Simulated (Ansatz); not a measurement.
# Single-point calculation of AlN

The run: single-point calculation of AlN (Pm-3m, 2 atoms in the cell). Method and program: DFT, PBEsol, plane waves, PAW, no spin polarisation (Ansatz 0.2.0).

The structure was built on a prototype by a generator. The geometry comes from this level: r2SCAN.

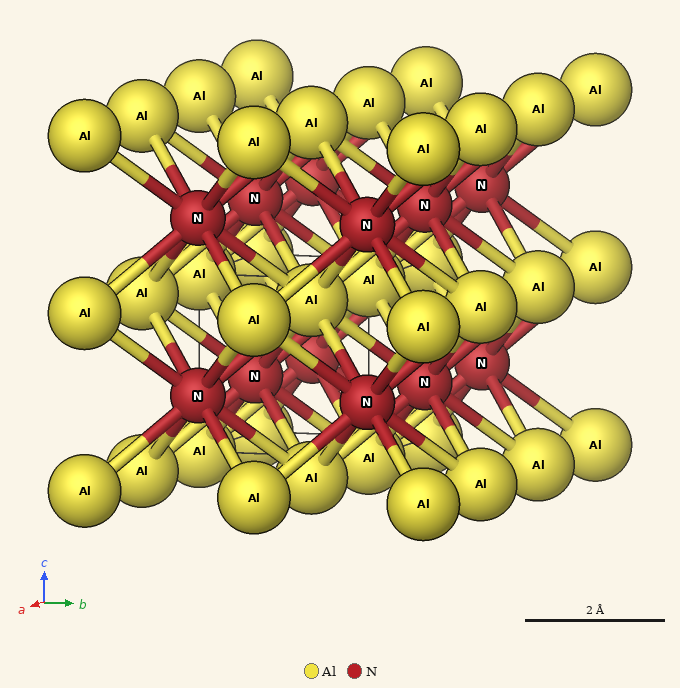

Fig. 1: The input geometry (ball-and-stick view of the cell of the calculation, repeated 3 × 2 × 2, seen slightly off an axis).

Results in brief

```json
{"quantity": "outcome", "value": "converged"}
{"quantity": "space group (tolerance 0.01 Å)", "value": "Pm-3m (221)"}
{"quantity": "electrons treated", "value": "8"}
{"quantity": "free energy", "value": "−902.6405 eV"}
{"quantity": "Fermi energy", "value": "12.591 eV"}
{"quantity": "band gap", "value": "none (metallic)"}
{"quantity": "pressure", "value": "1.04 GPa"}
{"quantity": "largest force (length of the vector)", "value": "under 0.001 eV/Å"}
{"quantity": "hardware", "value": "4 threads of an x86-64 CPU, shared host"}
{"quantity": "wall time", "value": "0.97 s (CPU time 1.6 s)"}
{"quantity": "peak memory", "value": "0.28 GiB"}
```

Input
```yaml
crystal:
  lattice:
    - [2.5854596286, 0.0, 0.0]
    - [0.0, 2.5854596286, 0.0]
    - [0.0, 0.0, 2.5854596286]
  atoms:
    - { symbol: Al, position: [0.0, 0.0, 0.0] }
    - { symbol: "N", position: [0.5, 0.5, 0.5] }
kpoints:
  mp_grid: { grid: [6, 6, 6] }
hamiltonian:
  xc: pbesol
scf:
  occupations: { method: fermi_dirac, width: 0.02 }
  n_extra_bands: 4
output:
  forces: true
  stress: true
  eigenvalues: true
  write_density: true
  write_potential: true
  elf: true
  volumetric_format: npy
```

Launch command:
```bash
ansatz run input.yaml --threads 4 --pin off --max-ram 3686MiB --backend cpu --events-out ev --progress --plain --runs-dir out
```

What the program printed
```
scf.n_extra_bands = 4 over 4 filled bands (N_el = 8.0): the run solves 8 bands
Engine: ansatz 0.2.0, x86_64-unknown-linux-gnu
Pseudopotentials: kind: paw
Pseudopotential: Al, paw, valence charge 3, recommended cutoff 420 eV (normal), Al.paw.azcp
Pseudopotential: N, paw, valence charge 5, recommended cutoff 420 eV (normal), N.paw.azcp
Functional definition: PBEsol
  exchange = pbesol_x
  correlation = pbesol_c
Crystal: 2 atoms, lattice volume = 17.283 Å³
Basis set: ecut = 420 eV, 341 PW (Γ), exchange–correlation on 36×36×36 points (8 copies of the dense FFT grid, shifted against one another)
Bands: 8, of which v1, the nominal top of the filled ones, is band 4 counted from 1 (3 counted from 0)
Symmetry: 48 space group operations
Space group: Pm-3m (ITA 221), of the structure as read, at distance tolerance 2.6e-5 Å
k-points: 20 of 216
Non-local potential: Al, projectors of the file, l = 0: 2, l = 1: 2, l = 2: 1
Non-local potential: N, projectors of the file, l = 0: 2, l = 1: 2, l = 2: 1
PAW form: soft (Blöchl's): semilocal exchange-correlation on the pseudo side does not see the compensation charge
PAW frozen core: Al, regenerated for the run's functional, and the local potential with it (the file was generated under x = pbe(κ = 0.804, μ = 0.2195149727645171), c = pbe(β = 0.06672455060314922))
PAW frozen core: N, regenerated for the run's functional, and the local potential with it (the file was generated under x = pbe(κ = 0.804, μ = 0.2195149727645171), c = pbe(β = 0.06672455060314922))
PAW one-centre angular grid: Al, 110 points (default); XC on 64 Gauss nodes
PAW one-centre angular grid: N, 110 points (default); XC on 64 Gauss nodes
Initial density: superposition of atomic densities (neutral atoms: chi_scale 0, normalization atom), corrected by the library's trained network
Initial wavefunctions: pseudopotential atomic-orbital guess
Functional: x = pbesol(κ = 0.804, μ = 0.12345679012345678), c = pbesol(β = 0.046)
SCF iter   1: F=—  HF=-902.642551 eV  |F-HF|=—  |Δ(HF+E_count)|=         —  Δρ=9.19e-3  dr2=1.38e-2  ethr=1.77e-3  ⟨swp⟩=5.1  Hψ=1146  notcnv=0
preconditioner: auto → none  [metal: Δε(μ)=0.029 eV  Ē_g=14.690 eV  σ=0.020 eV  W_gap=0.33  n_scr=0 (ndim 8)  ℏωp=25.3 eV  f_vac=0.000  D(μ)=1.65/eV (n_scr^D=18)]
SCF iter   2: F=—  HF=-902.640935 eV  |F-HF|=—  |Δ(HF+E_count)|=   1.62e-3  Δρ=4.41e-3  dr2=3.20e-3  ethr=1.73e-4  ⟨swp⟩=1.2  Hψ=324  notcnv=0
SCF iter   3: F=—  HF=-902.640484 eV  |F-HF|=—  |Δ(HF+E_count)|=   4.51e-4  Δρ=5.26e-4  dr2=5.07e-5  ethr=4.00e-5  ⟨swp⟩=2.1  Hψ=223  notcnv=0
SCF iter   4: F=—  HF=-902.640533 eV  |F-HF|=—  |Δ(HF+E_count)|=   4.88e-5  Δρ=2.27e-5  dr2=3.24e-8  ethr=6.34e-7  ⟨swp⟩=1.9  Hψ=198  notcnv=0
iter 5 did not close the SCF: its close was put off for the readings that it lacked (scf_convergence_deferred on its scf_iter line)
SCF iter   5: F=-902.640533 eV  HF=-902.640533 eV  |F-HF|=8.17e-10  |Δ(HF+E_count)|=   6.69e-8  Δρ=4.28e-6  dr2=2.16e-9  ethr=4.05e-10  ⟨swp⟩=2.5  Hψ=237  notcnv=0
SCF iter   6: F=-902.640533 eV  HF=-902.640533 eV  |F-HF|=1.05e-10  |Δ(HF+E_count)|=  2.85e-10  Δρ=8.31e-7  dr2=1.33e-10  ethr=2.70e-11  ⟨swp⟩=4.2  Hψ=666  notcnv=0
SCF 1 converged in 6 iterations: F = -902.640533 eV  dr2 = 1.33e-10
  greatest PAW one-centre occupation: 0.802 electrons in one spin orbital (limit 2), on the N atom at site 1 (counted from 0), in its partial waves of l = 0
```

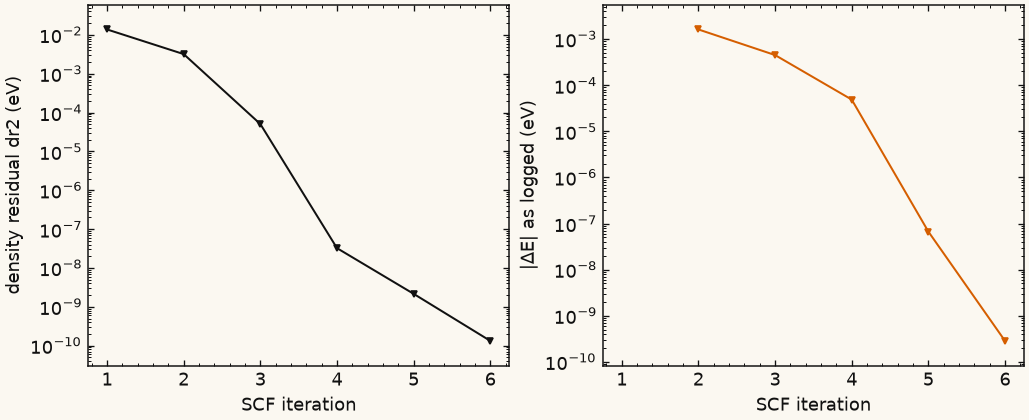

Fig. 2: Convergence of the self-consistent field: density residual dr2 and size of the energy change against the SCF iteration. The residual falls at every step.

```
SCF converged after 6 iterations
Free energy (F): -902.640533 eV
Harris-Foulkes:  -902.640533 eV  (|F-HF|=1.05e-10)
Internal energy: -902.638703 eV  (E = F + TS)
E sigma→0 (E₀):  -902.639618 eV
Entropy (-TS):   -0.001830 eV (-0.915 meV/atom)
Fermi energy:    12.591274 eV
--- Per-component energies (eV) ---
  E_band       = 41.131225
  E_kinetic    = 158.336596
  E_local      = -163.473475  (includes V_loc(G=0)·N_el)
  E_nonlocal   = 54.931277
  E_hartree    = 60.737048
  E_xc         = -101.060907
  E_vxc        = -108.073812  (∫ρ·V_xc dr)
  E_paw        = -576.522928  (= ΣΔE_a)
  E_vpaw       = -22.063377  (= ΣTr[D̂ρ^β])
  E_aug_tail   = 0.000088  (compensation charges beyond the density's cutoff)
  E_ewald      = -335.633641
  E_core_change = 0.047238  (= ΣΔE_core)
  E_smearing   = -0.001830  (= −TS)
  E_closure    = 0.000000  (closes the sum)
  Σ components = -902.640533   (vs F -902.640533, Δ=0.00e0)
--- Forces (eV/Å), atoms counted from 1 ---
  atom   1  Al    -0.00000000     0.00000000    -0.00000000
  atom   2  N      0.00000000    -0.00000000     0.00000000
  max |Σ_I F_I| component: 1.26e-29 eV/Å
--- Stress (GPa, compression-positive) ---
        1.039624      -0.000000       0.000000
       -0.000000       1.039624       0.000000
        0.000000       0.000000       1.039624
  P = ⅓ Tr σ = 1.0396 GPa (10.396 kbar)
--- Band table (eV; the first three rows and the last of 20) ---
  k-point 0: bands = ["-6.2243", "10.7398", "10.7398", "10.7398", "13.4254", "18.4108", "18.4108", "28.2632"]
  k-point 1: bands = ["-5.7526", "7.6723", "10.9773", "10.9773", "14.7410", "18.9795", "20.1247", "27.2950"]
  k-point 2: bands = ["-4.4890", "3.8184", "11.5108", "11.5108", "16.1344", "20.5867", "20.7234", "25.2881"]
  k-point 19: bands = ["0.5605", "7.2094", "7.2094", "7.2094", "13.6792", "13.6792", "13.6792", "20.0838"]
```

File rho_z.tsv
```
# z_ang	rho[e/angstrom^3]
# format = ansatz-planar-average/11
# lattice	2.585459629	0.000000000	0.000000000
# lattice	0.000000000	2.585459629	0.000000000
# lattice	0.000000000	0.000000000	2.585459629
# sites	2
# site	13	0.000000000	0.000000000	0.000000000
# site	7	1.292729814	1.292729814	1.292729814
0.000000	1.803894e-1
0.143637	1.907621e-1
0.287273	2.220377e-1
0.430910	2.758438e-1
0.574547	3.553148e-1
0.718183	4.636553e-1
0.861820	5.978326e-1
1.005457	7.296507e-1
1.149093	8.176200e-1
1.292730	8.461757e-1
1.436366	8.176200e-1
1.580003	7.296507e-1
1.723640	5.978326e-1
1.867276	4.636553e-1
2.010913	3.553148e-1
2.154550	2.758438e-1
2.298186	2.220377e-1
2.441823	1.907621e-1
```

File v_z.tsv
```
# z_ang	v_es[eV]	v_tot[eV]
# format = ansatz-planar-average/11
# xc	pbesol
# density_cutoff_ev	1680
# datasets	Al=:simpson_from_first_knot:soft:shift=-732380	N=:simpson_from_first_knot:soft:shift=-194789
# lattice	2.585459629	0.000000000	0.000000000
# lattice	0.000000000	2.585459629	0.000000000
# lattice	0.000000000	0.000000000	2.585459629
# sites	2
# site	13	0.000000000	0.000000000	0.000000000
# site	7	1.292729814	1.292729814	1.292729814
0.000000	3.582369e0	-7.852921e0
0.143637	3.667446e0	-7.717979e0
0.287273	3.910106e0	-7.460201e0
0.430910	4.411867e0	-7.012856e0
0.574547	5.111968e0	-6.470895e0
0.718183	5.357777e0	-6.691004e0
0.861820	4.810509e0	-7.812794e0
1.005457	3.621754e0	-9.415227e0
1.149093	2.414689e0	-1.087253e1
1.292730	1.928182e0	-1.144266e1
1.436366	2.414689e0	-1.087253e1
1.580003	3.621754e0	-9.415227e0
1.723640	4.810509e0	-7.812794e0
1.867276	5.357777e0	-6.691004e0
2.010913	5.111968e0	-6.470895e0
2.154550	4.411867e0	-7.012856e0
2.298186	3.910106e0	-7.460201e0
2.441823	3.667446e0	-7.717979e0
```

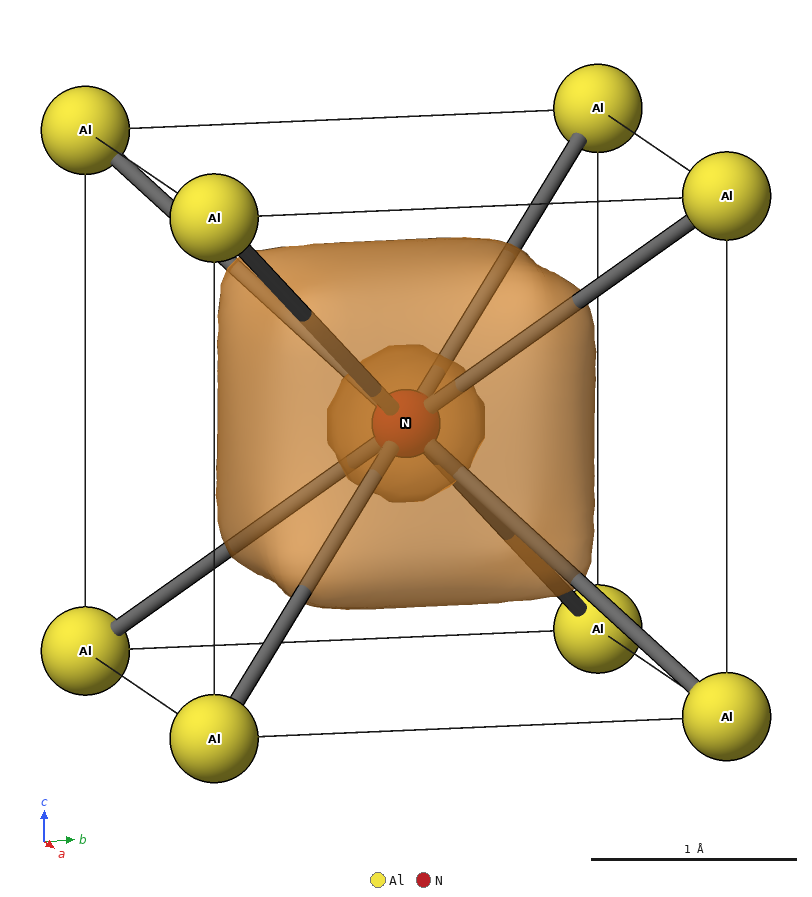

Fig. 3: Isosurface of the electron localisation function at 0.6 (orange), seen slightly off an axis. Only the valence region is drawn (cores and ρ < 0.01 e/Å³ removed). Sticks mark near contacts. The outline is the cell set on symmetry axes. Values along the shortest contacts: Al–N (2.24 Å): the ELF is about 0.65 at the midpoint. Core electrons are frozen (PAW), so the fields are smoothed inside the atomic spheres.

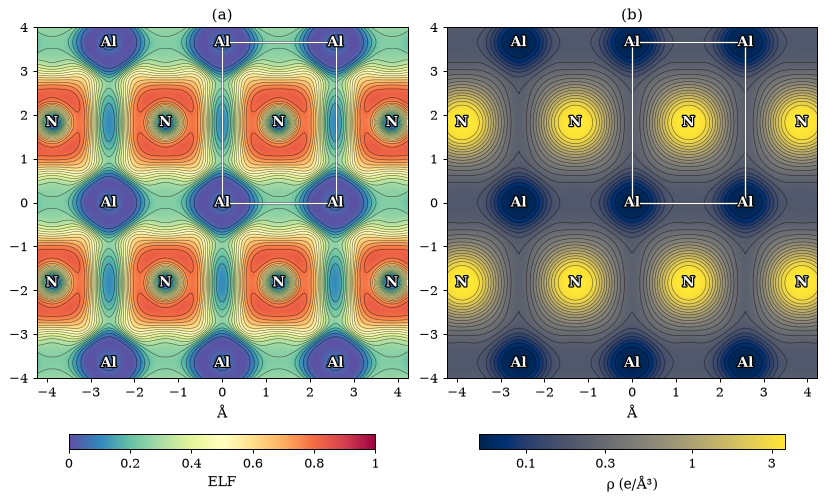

Fig. 4: (a) ELF; (b) valence charge density (pseudo) on the (011̄) plane of the conventional cell. The section cuts through Al and N sites. Al–N (2.24 Å): ρ at the midpoint is about 0.38 e/Å³; the ELF is about 0.65 at the midpoint. Away from the nuclei the density in this plane falls to 0.18 e/Å³ at its lowest.
